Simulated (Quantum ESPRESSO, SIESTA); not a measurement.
# Deformation of the band gap of monoclinic HfO2 under volume change, QE, PBEsol

Calculated with Quantum ESPRESSO 7.5: PBEsol; plane waves, GBRV 1.5 ultrasoft, 50/300 Ry; k-mesh 4×4×4. The volume is changed from typed lattice constants. Shape and atoms were relaxed at QE, PBEsol at each point. The gap is that between the highest filled and lowest empty Kohn-Sham level on the mesh.

| volume change (%) | gap on the mesh (eV) |
| --- | --- |
| -8 | ? |
| -6 | 4.216 |
| -4 | 4.042 |
| -2 | 3.989 |
| 0 | 3.965 |
| +2 | 3.994 |
| +4 | 4.02 |

**Question.** Fit a second-order form in the logarithmic strain to the rows given and extrapolate to the withheld row.

Worked fit:

With u = ln[(1 + ε)/(1 + ε0)], counted from the row at ε0 = +0 % where y0 = 3.965, a second-order form y = y0 + a u + b u² makes v = (y − y0)/u a line in u.

```
         u         v
-0.0618754  -4.05654
-0.0408220  -1.88624
-0.0202027  -1.18796
 0.0198026   1.46445
 0.0392207   1.40232
```

With n = 5: mean u = -0.0127754, mean v = -0.852793, Σ(u − ū)² = 0.0070175, Σ(u − ū)(v − v̄) = 0.38153. Slope b = 0.38153 / 0.0070175 = 54.368; intercept a = v̄ − b ū = -0.15823.

At the withheld row u = -0.08338, v = a + b u = -4.691, and y = y0 + u v.

Prediction at -8: 4.356 eV. The run gave 4.437 eV, so the fit is low by 0.081 eV (1.8 % of the value).

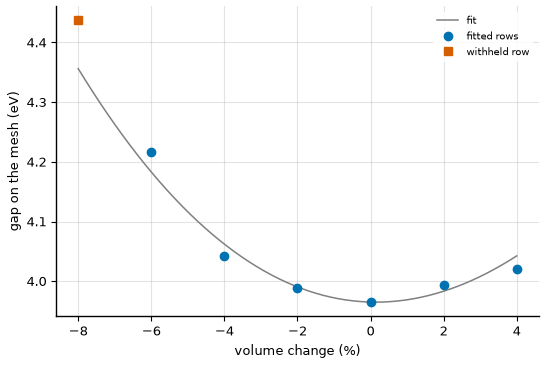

The fit, the rows that it rests on and the withheld row.

The first-order term, -0.16 eV per unit of ln V, is the slope of the fitted parabola at ε0; it is a deformation potential only where one valley holds the gap over the whole range, and a kink or a flat stretch in the table makes it differ from the local slope. The second-order term makes up 97 % of v at the withheld row. Among the rows given, the largest miss of the fit is at -6, by 0.033 eV (7.0 % of the range of the table).

Limits: The nuclei are static. The DFT runs use Fermi–Dirac occupations of width 0.01 eV, and energies are free energies. The mesh holds the band edges only if they lie on it, and semilocal functionals put gaps under measured ones. The rows don't follow a smooth parabola (r.m.s. departure 3.7 % of their range), so v is no line in u and the first-order term is poorly fixed; a kink, the k-mesh or scatter of the relaxations can each do this.

[Logs are printed without paths, hosts, clocks, repeated set-up lines and the standing remarks that a program may print on its own settings, such as how far it seeks lower states.]

[Hosts, paths, dates, database ids (printed as entryN), source tags and the programs' standing remarks are cut or masked in the printed files.]
